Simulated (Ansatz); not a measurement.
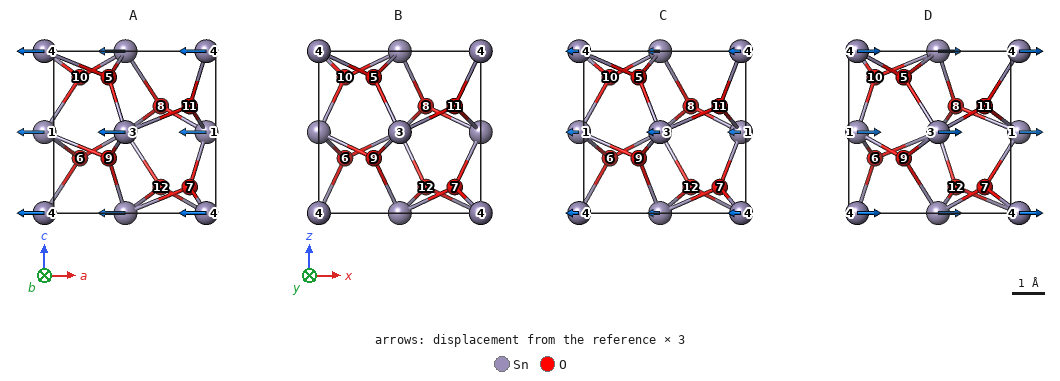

Energy scan for crystalline SnO$_{2}$ (Pa-3), in which the whole Sn sublattice is shifted rigidly, along Cartesian [1 0 0], all else fixed. Style: ball-and-stick. Shown: the cell of the calculation, along the b axis. Blue arrows: displacements from the reference.

Method: Ansatz, DFT PBE, scalar-relativistic, plane waves, PAW. Settings: plane-wave cutoff 420 eV; k-point mesh 8 × 8 × 8; occupations gaussian; smearing width 0.05 eV; no spin polarisation. Energies (free energies at the smearing named) are counted from the relaxed crystal.

Q: Rank the frames from lowest to highest energy.

A: Lowest first: B (the displacement 0.00 Å, 0.00 eV/cell), C (the displacement −0.15 Å, 0.53 eV/cell), D (the displacement 0.2625 Å, 1.69 eV/cell), A (the displacement −0.30 Å, 2.25 eV/cell). Over the whole scan: of the computed points the lowest is at the displacement 0.00 Å, 0.00 eV/cell. The curvature at zero is about 47 eV/Å² per cell. The well is symmetric. At the highest point the shortest interatomic distance is 1.87 Å, against 2.11 Å in the reference. The distortion takes the space group from Pa-3 to Pca2_1.
